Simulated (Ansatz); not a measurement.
## Run report: Ta8N9, geometry relaxation (part 1 of 4)

- system: Ta8N9 (slab, 34 atoms in the cell)
- method: DFT PBE+D3(BJ), scalar-relativistic, plane waves, PAW, no spin polarisation (Ansatz 0.2.0)

The structure derives from an entry of the Crystallography Open Database. The input holds or restrains some coordinates. Forces given for the steps count only the free coordinates. It belongs to a series of runs on one base structure; here: 1 N2 a cell, flat, over a hollow Ta-N site. Figures and captions count atoms from 1; the log counts them from 0 in places.

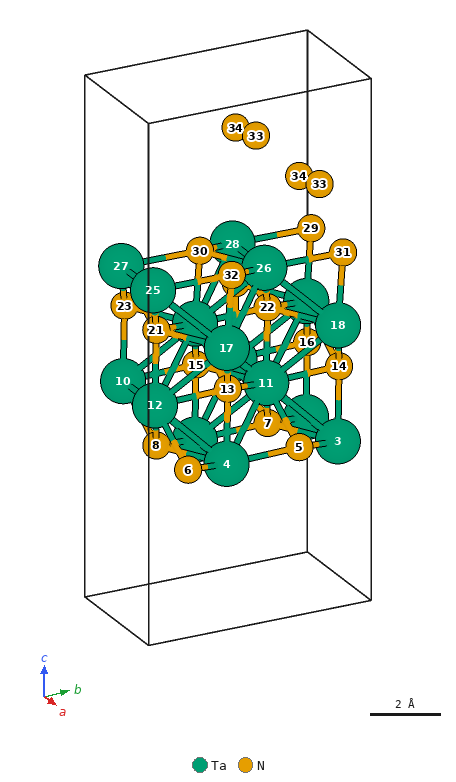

Fig. 1: The input geometry (ball-and-stick view of the cell of the calculation, with the vacuum cut short, seen slightly off an axis; atoms are numbered from 1 in the order of the input). An atom can appear more than once, as a periodic image.

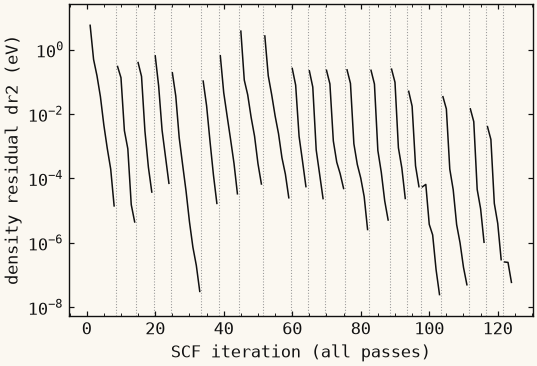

Fig. 2: Convergence of the self-consistent field: density residual dr2 against the SCF iteration. The dotted lines part the SCF passes of the relaxation: geometry steps, rejected trials and re-solves on a re-selected basis. The 21 passes take 3 to 9 iterations each, 124 in all.

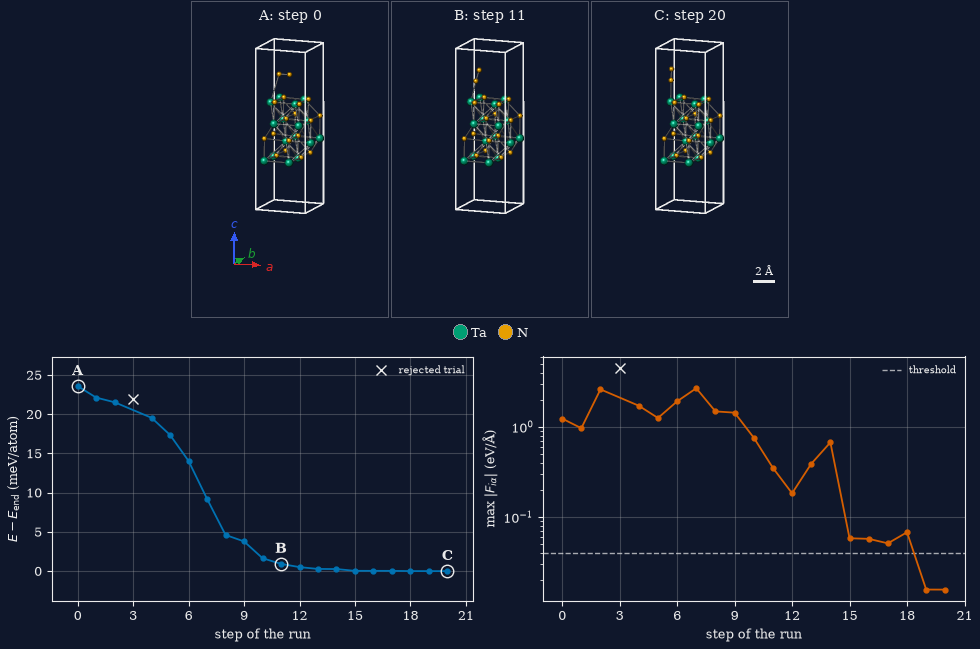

Fig. 3: Frames of the restrained relaxation (ball-and-stick view of the cell of the calculation, with the vacuum cut short (origin shifted), seen slightly off an axis) above the curves, on which the letters mark them (the first geometry is step 0 here and step 1 in the log).

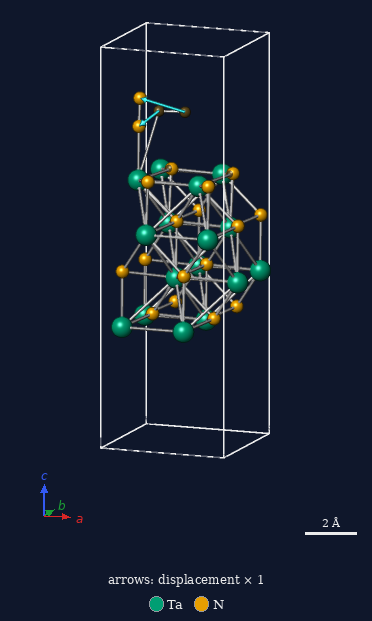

Fig. 4: Start (faint) and end (solid) with the displacements as teal arrows, at true length (ball-and-stick view of the cell of the calculation, with the vacuum cut short (origin shifted), seen slightly off an axis). Over 20 geometry steps the energy falls by 23.6 meV per atom. Largest force component: 1.2 eV/Å at the start, 0.016 eV/Å at the end. The line search rejected the trial step at point 3 (counted from 0) and went back. The atom that moves furthest is N33 (1.87 Å). Largest moves by element: N 1.87 Å, Ta 0.05 Å. The cell doesn't change. Among the contacts that change: Ta26–N34 2.921 → 2.144 Å, Ta25–N32 2.390 → 2.294 Å, Ta27–N30 2.390 → 2.295 Å, Ta28–N29 2.390 → 2.477 Å. Among the angles that change: Ta26–N34–N33 102.0° → 177.3°, Ta19–N30–Ta27 79.7° → 81.9°, Ta27–N30–Ta28 133.1° → 135.1°. (Atoms are counted from 1 in the order of the input.)

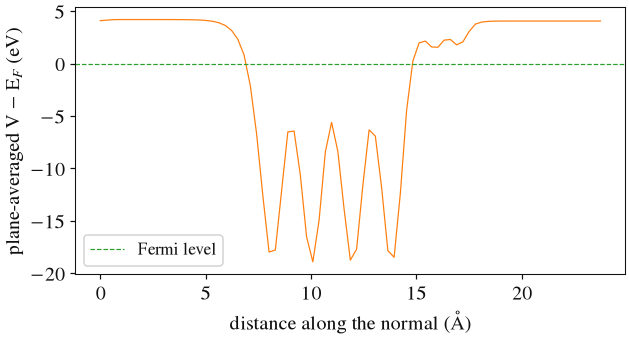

Fig. 5: Plane average of the electrostatic potential energy of an electron across the cell, from the Fermi level. The vacuum level lies 4.05 eV above the Fermi level on the upper side and 4.19 eV on the lower.

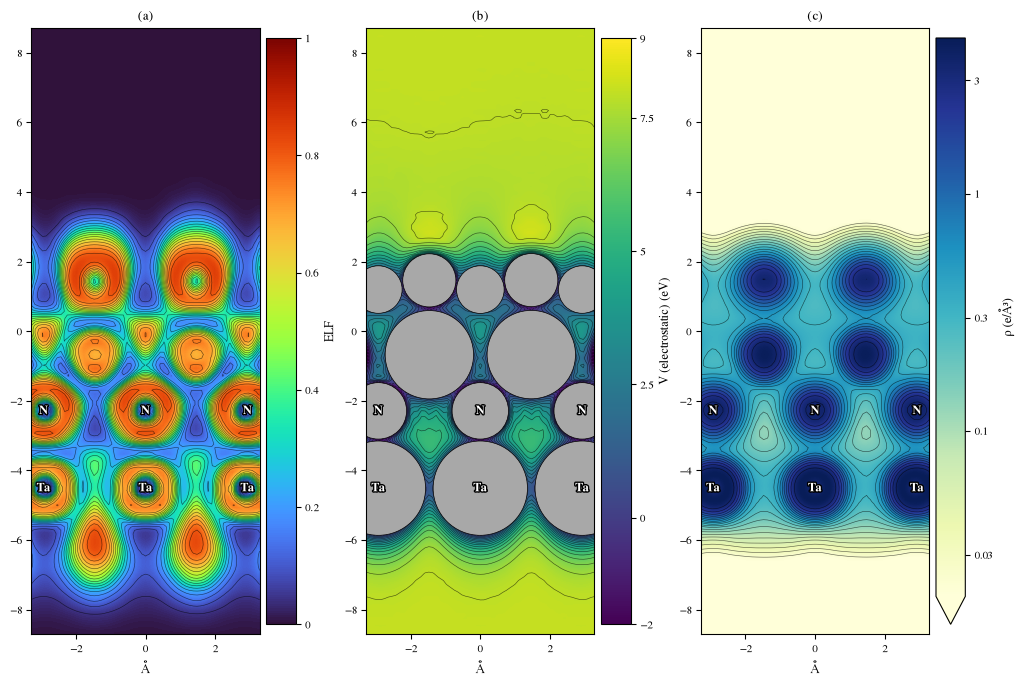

Fig. 6: (a) electron localisation function; (b) electrostatic potential energy of an electron; (c) valence charge density (pseudo) on the (010) plane of the calculation cell, a cut from vacuum to vacuum. Grey discs, where drawn, cover atomic cores. Ta–N (2.22 Å): the density is about 0.55 e/Å³ at the midpoint; the ELF is about 0.20 at the midpoint; a polar contact without a shared pair, in a metal. The density dies away to nearly zero in the vacuum. The strong features right at Ta lie inside the PAW spheres (semicore, d or f shells) and say nothing about bonding. In a PAW calculation such maps are meaningful between the atoms, not at the nuclei.

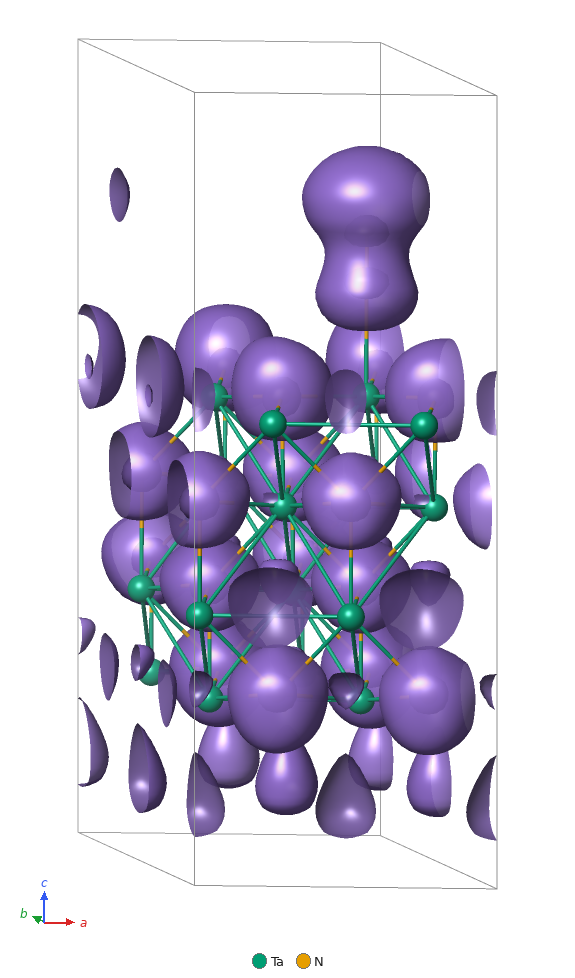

Fig. 7: Isosurface of the ELF at 0.6 (purple), seen slightly off an axis. Only the valence region is drawn (cores and ρ < 0.01 e/Å³ removed). Sticks mark near contacts. Profiles from the grid: N–N (1.12 Å): the ELF peaks at about 0.85 between the atoms (inside overlapping PAW spheres, so only a guide); a double or triple bond. Ta–N (2.07 Å): the ELF is about 0.30 at the midpoint; no shared pair; the contact is polar.

The input and output of the run follow.

### Input file
```yaml
crystal:
  lattice:
    - [5.8570264689, 0.0, 0.0]
    - [-2.9285132344, 7.676225948, 0.0]
    - [0.0, 0.0, 24.028017262]
  atoms:
    - { symbol: Ta, position: [0.2159659585, 0.9319319171, 0.3329446584] }
    - { symbol: Ta, position: [0.2159659586, 0.4319319171, 0.3329446584] }
    - { symbol: Ta, position: [0.7159659585, 0.9319319171, 0.3329446584] }
    - { symbol: Ta, position: [0.7159659586, 0.4319319171, 0.3329446584] }
    - { symbol: "N", position: [0.8591591502, 0.7183183005, 0.3461485805] }
    - { symbol: "N", position: [0.8591591502, 0.2183183005, 0.3461485805] }
    - { symbol: "N", position: [0.3591591502, 0.7183183005, 0.3461485805] }
    - { symbol: "N", position: [0.3591591502, 0.2183183005, 0.3461485805] }
    - { symbol: Ta, position: [0.0751251087, 0.6502502175, 0.4121681906] }
    - { symbol: Ta, position: [0.0751251087, 0.1502502175, 0.4121681906] }
    - { symbol: Ta, position: [0.5751251087, 0.6502502175, 0.4121681906] }
    - { symbol: Ta, position: [0.5751251088, 0.1502502175, 0.4121681906] }
    - { symbol: "N", position: [0.7183183005, 0.436636601, 0.4253721127] }
    - { symbol: "N", position: [0.7183183005, 0.936636601, 0.4253721127] }
    - { symbol: "N", position: [0.2183183005, 0.436636601, 0.4253721127] }
    - { symbol: "N", position: [0.2183183005, 0.936636601, 0.4253721127] }
    - { symbol: Ta, position: [0.9352137762, 0.3703226177, 0.4924226308] }
    - { symbol: Ta, position: [0.9352137762, 0.8703226177, 0.4924226308] }
    - { symbol: Ta, position: [0.4352137762, 0.3703226177, 0.4924226308] }
    - { symbol: Ta, position: [0.4352137762, 0.8703226177, 0.4924226308] }
    - { symbol: "N", position: [0.5779496702, 0.1557011568, 0.5051786559] }
    - { symbol: "N", position: [0.5779496702, 0.6557011568, 0.5051786559] }
    - { symbol: "N", position: [0.0779496702, 0.1557011568, 0.5051786559] }
    - { symbol: "N", position: [0.0779496702, 0.6557011568, 0.5051786559] }
    - { symbol: Ta, position: [0.7902192826, 0.080376718, 0.5708020575] }
    - { symbol: Ta, position: [0.7902192826, 0.580376718, 0.5708020575] }
    - { symbol: Ta, position: [0.2902192826, 0.080376718, 0.5708020575] }
    - { symbol: Ta, position: [0.2902192826, 0.580376718, 0.5708020575] }
    - { symbol: "N", position: [0.4449110494, 0.8897919422, 0.581752877] }
    - { symbol: "N", position: [0.4449110494, 0.3897919422, 0.581752877] }
    - { symbol: "N", position: [0.9449110494, 0.8897919422, 0.581752877] }
    - { symbol: "N", position: [0.9449110494, 0.3897919422, 0.581752877] }
    - { symbol: "N", position: [0.117565166, 0.7350843301, 0.6849657212] }
    - { symbol: "N", position: [-0.0819677039, 0.7005698125, 0.6849657212] }
basis:
  ecutwfc: 420
kpoints:
  mp_grid: { grid: [4, 3, 1] }
hamiltonian:
  xc: pbe
  dispersion: d3bj
scf:
  occupations: { method: gaussian, width: 0.1 }
output:
  forces: true
  eigenvalues: true
  write_density: true
  write_potential: true
  elf: true
  volumetric_format: npy
relax:
  adjacent_minimum: "off"
  f_tol: 0.04
  max_steps: 100
  constraints: [{ sites: [0, 1, 2, 3, 4, 5, 6, 7, 8, 9, 10, 11, 12, 13, 14, 15] }]
efield:
  axis: 3
  dipole_correction: true
  ramp_width: 0.04
```

Command:
```bash
ansatz run input.yaml --threads 4 --pin off --max-ram 10240MiB --backend cpu --events-out ev --progress --plain --runs-dir out
```

### Output
```
Engine: ansatz 0.2.0, aarch64-unknown-linux-gnu
Pseudopotentials: kind: paw
Pseudopotential: Ta, paw, valence charge 13, recommended cutoff 420 eV (normal), Ta.paw.azcp
Pseudopotential: N, paw, valence charge 5, recommended cutoff 420 eV (normal), N.paw.azcp
Functional definition: PBE
  parameter kappa = 0.804
  parameter beta = 0.06672455060314922
  exchange = pbe_x(kappa = kappa, mu = beta*pi^2/3)
  correlation = pbe_c(beta = beta)
Crystal: 34 atoms, lattice volume = 1080.296 Å³
Basis set: ecut = 420 eV, 21189 PW (Γ), exchange–correlation on 80×120×324 points (8 copies of the dense FFT grid, shifted against one another)
Bands: 183, of which v1, the nominal top of the filled ones, is band 149 counted from 1 (148 counted from 0)
Symmetry: 1 space group operations
Space group: P1 (ITA 1), of the structure as read, at distance tolerance 1.0e-4 Å
k-points: 7 of 12 (time reversal used)
Non-local potential: Ta, projectors of the file, l = 0: 3, l = 1: 2, l = 2: 2, l = 3: 1
Non-local potential: N, projectors of the file, l = 0: 2, l = 1: 2, l = 2: 1
PAW form: soft (Blöchl's): semilocal exchange-correlation on the pseudo side does not see the compensation charge
PAW one-centre angular grid: Ta, 590 points (default); XC on 64 Gauss nodes
PAW one-centre angular grid: N, 110 points (default); XC on 64 Gauss nodes
Initial density: superposition of atomic densities (neutral atoms: chi_scale 0, normalization atom), corrected by the library's trained network
Initial wavefunctions: pseudopotential atomic-orbital guess
Functional: x = pbe(κ = 0.804, μ = 0.2195149727645171), c = pbe(β = 0.06672455060314922)
SCF iter   1: F=—  HF=-165858.247426 eV  |F-HF|=—  |Δ(HF+E_count)|=         —  Δρ=7.56e-3  dr2=5.68e0  ethr=1.77e-3  p=-0.192 e·Å  D=-3.21e-2 V/Å  ΔV_dip=0.77 eV  dr2_dipole=3.45e0  V_vac-E_F(+/−)=4.54/3.77 eV  ⟨swp⟩=8.6  Hψ=6830  notcnv=0  defer=16
efield: sawtooth ramp at fractional position 0.9890 (placed from the atoms, in the widest stretch of the axis that holds none; the zero of the levels goes with the place), width 0.0400; the density the first Hamiltonian is built on has a dipole p = -0.192 e·Å; the dipole correction subtracts the counter field D = -3.21e-2 V/Å, which shifts the + side's vacuum level by +0.77 eV against the − side's; the planar-averaged density in the ramp window peaks in size at 4.4e-5 e/Å³
preconditioner: auto → LDOS  [metal: Δε(μ)=0.017 eV  Ē_g=8.599 eV  σ=0.100 eV  W_gap=0.09  n_scr=178 (ndim 8)  ℏωp=14.6 eV  f_vac=0.579  D(μ)=18.78/eV (n_scr^D=112)  β→1.0]
SCF iter   2: F=—  HF=-165857.973706 eV  |F-HF|=—  |Δ(HF+E_count)|=   2.74e-1  Δρ=4.92e-3  dr2=4.95e-1  ethr=1.77e-3  p=0.192 e·Å  D=3.22e-2 V/Å  ΔV_dip=-0.77 eV  dr2_dipole=3.88e-2  V_vac-E_F(+/−)=3.40/4.17 eV  ⟨swp⟩=3.1  Hψ=2079  notcnv=0  defer=167
SCF iter   3: F=—  HF=-165857.940694 eV  |F-HF|=—  |Δ(HF+E_count)|=   3.30e-2  Δρ=1.76e-3  dr2=1.53e-1  ethr=1.66e-4  p=0.135 e·Å  D=2.26e-2 V/Å  ΔV_dip=-0.54 eV  dr2_dipole=7.46e-2  V_vac-E_F(+/−)=3.55/4.09 eV  ⟨swp⟩=2.3  Hψ=2151  notcnv=0  defer=153
SCF iter   4: F=—  HF=-165857.929210 eV  |F-HF|=—  |Δ(HF+E_count)|=   1.15e-2  Δρ=6.91e-4  dr2=3.43e-2  ethr=5.15e-5  p=0.171 e·Å  D=2.87e-2 V/Å  ΔV_dip=-0.69 eV  dr2_dipole=1.54e-2  V_vac-E_F(+/−)=3.46/4.15 eV  ⟨swp⟩=2.0  Hψ=1595  notcnv=0  defer=153
SCF iter   5: F=—  HF=-165857.930234 eV  |F-HF|=—  |Δ(HF+E_count)|=   1.02e-3  Δρ=3.97e-4  dr2=4.53e-3  ethr=1.15e-5  p=0.189 e·Å  D=3.16e-2 V/Å  ΔV_dip=-0.76 eV  dr2_dipole=7.39e-5  V_vac-E_F(+/−)=3.42/4.18 eV  ⟨swp⟩=2.0  Hψ=1760  notcnv=0  defer=153
SCF iter   6: F=—  HF=-165857.930307 eV  |F-HF|=—  |Δ(HF+E_count)|=   7.28e-5  Δρ=1.98e-4  dr2=8.49e-4  ethr=1.52e-6  p=0.190 e·Å  D=3.19e-2 V/Å  ΔV_dip=-0.77 eV  dr2_dipole=2.95e-5  V_vac-E_F(+/−)=3.43/4.19 eV  ⟨swp⟩=2.0  Hψ=1731  notcnv=0  defer=153
SCF iter   7: F=—  HF=-165857.930372 eV  |F-HF|=—  |Δ(HF+E_count)|=   6.48e-5  Δρ=8.46e-5  dr2=1.94e-4  ethr=2.85e-7  p=0.190 e·Å  D=3.19e-2 V/Å  ΔV_dip=-0.77 eV  dr2_dipole=5.40e-5  V_vac-E_F(+/−)=3.43/4.20 eV  ⟨swp⟩=3.0  Hψ=1954  notcnv=0  defer=153
SCF iter   8: F=-165857.930445 eV  HF=-165857.930438 eV  |F-HF|=6.75e-6  |Δ(HF+E_count)|=   6.60e-5  Δρ=2.90e-5  dr2=1.39e-5  ethr=1.34e-8  p=0.191 e·Å  D=3.21e-2 V/Å  ΔV_dip=-0.77 eV  dr2_dipole=3.74e-6  V_vac-E_F(+/−)=3.43/4.20 eV  ⟨swp⟩=28.9  Hψ=16102  notcnv=0
SCF 1 converged in 8 iterations: F = -165857.930445 eV  dr2 = 1.39e-5
  greatest PAW one-centre occupation: 0.999 electrons in one spin orbital (limit 2), on the Ta atom at site 26 (counted from 0), in its partial waves of l = 0
relax step   1: F+E_penalty+E_count = -165857.93044471 eV  Δ(F+E_penalty+E_count) = +0.000e0 eV  max|allowed force component| = 1.236e0 eV/Å  Δτ_max = 0.0000 Å  (8 SCF iters, dr2 threshold 4.00e-5 eV, accepted)
Initial density: handed on by an earlier stage of this run
Initial wavefunctions: those handed on with the density
iter 1 solved again at ethr=9.89e-5 eV; its pass at ethr=3.10e-3 eV (dr2=2.95e-1 eV) is discarded
SCF iter   1: F=—  HF=-165858.054611 eV  |F-HF|=—  |Δ(HF+E_count)|=         —  Δρ=8.57e-3  dr2=2.99e-1  ethr=9.89e-5  p=0.191 e·Å  D=3.21e-2 V/Å  ΔV_dip=-0.77 eV  dr2_dipole=2.37e-3  V_vac-E_F(+/−)=3.43/4.20 eV  ⟨swp⟩=2.0  Hψ=4782  notcnv=0  defer=74
efield: sawtooth ramp at fractional position 0.9890 (handed on by an earlier solve), width 0.0400; the density the first Hamiltonian is built on has a dipole p = 0.191 e·Å; the dipole correction subtracts the counter field D = 3.21e-2 V/Å, which shifts the + side's vacuum level by -0.77 eV against the − side's; the planar-averaged density in the ramp window peaks in size at 3.5e-6 e/Å³
preconditioner: auto → LDOS  [metal: Δε(μ)=0.022 eV  Ē_g=8.592 eV  σ=0.100 eV  W_gap=0.12  n_scr=178 (ndim 8)  ℏωp=14.6 eV  f_vac=0.576  D(μ)=22.70/eV (n_scr^D=146)  β→1.0]
SCF iter   2: F=—  HF=-165858.031333 eV  |F-HF|=—  |Δ(HF+E_count)|=   2.33e-2  Δρ=3.89e-3  dr2=1.34e-1  ethr=9.89e-5  p=0.166 e·Å  D=2.78e-2 V/Å  ΔV_dip=-0.67 eV  dr2_dipole=5.10e-4  V_vac-E_F(+/−)=3.54/4.21 eV  ⟨swp⟩=3.6  Hψ=2334  notcnv=0  defer=74
SCF iter   3: F=—  HF=-165857.980744 eV  |F-HF|=—  |Δ(HF+E_count)|=   5.06e-2  Δρ=6.35e-4  dr2=3.03e-3  ethr=4.50e-5  p=0.192 e·Å  D=3.22e-2 V/Å  ΔV_dip=-0.77 eV  dr2_dipole=9.97e-5  V_vac-E_F(+/−)=3.43/4.21 eV  ⟨swp⟩=3.0  Hψ=1978  notcnv=0  defer=74
SCF iter   4: F=—  HF=-165857.980283 eV  |F-HF|=—  |Δ(HF+E_count)|=   4.61e-4  Δρ=2.87e-4  dr2=8.28e-4  ethr=1.02e-6  p=0.192 e·Å  D=3.22e-2 V/Å  ΔV_dip=-0.77 eV  dr2_dipole=3.32e-6  V_vac-E_F(+/−)=3.43/4.21 eV  ⟨swp⟩=3.0  Hψ=2006  notcnv=0  defer=86
SCF iter   5: F=—  HF=-165857.980163 eV  |F-HF|=—  |Δ(HF+E_count)|=   1.20e-4  Δρ=3.47e-5  dr2=1.52e-5  ethr=2.78e-7  p=0.193 e·Å  D=3.23e-2 V/Å  ΔV_dip=-0.78 eV  dr2_dipole=4.50e-7  V_vac-E_F(+/−)=3.43/4.21 eV  ⟨swp⟩=2.9  Hψ=1752  notcnv=0  defer=84
SCF iter   6: F=-165857.980203 eV  HF=-165857.980197 eV  |F-HF|=5.81e-6  |Δ(HF+E_count)|=   3.39e-5  Δρ=1.32e-5  dr2=4.41e-6  ethr=5.10e-9  p=0.194 e·Å  D=3.24e-2 V/Å  ΔV_dip=-0.78 eV  dr2_dipole=1.05e-7  V_vac-E_F(+/−)=3.43/4.21 eV  ⟨swp⟩=27.1  Hψ=14735  notcnv=0
SCF 2 converged in 6 iterations: F = -165857.980203 eV  dr2 = 4.41e-6
  greatest PAW one-centre occupation: 0.999 electrons in one spin orbital (limit 2), on the Ta atom at site 24 (counted from 0), in its partial waves of l = 0
relax step   2: F+E_penalty+E_count = -165857.98020274 eV  Δ(F+E_penalty+E_count) = -4.976e-2 eV  max|allowed force component| = 9.672e-1 eV/Å  Δτ_max = 0.1960 Å  (6 SCF iters, dr2 threshold 9.55e-5 eV, accepted)
[... from here on the SCF iterations and repeated set-up lines of each step are left out, up to the last step ...]
SCF 3 converged in 5 iterations: F = -165858.000465 eV  dr2 = 3.74e-5
relax step   3: F+E_penalty+E_count = -165858.00046531 eV  Δ(F+E_penalty+E_count) = -2.026e-2 eV  max|allowed force component| = 2.604e0 eV/Å  Δτ_max = 0.1950 Å  (5 SCF iters, dr2 threshold 5.85e-5 eV, accepted)
SCF 4 converged in 5 iterations: F = -165857.984859 eV  dr2 = 6.99e-5
```
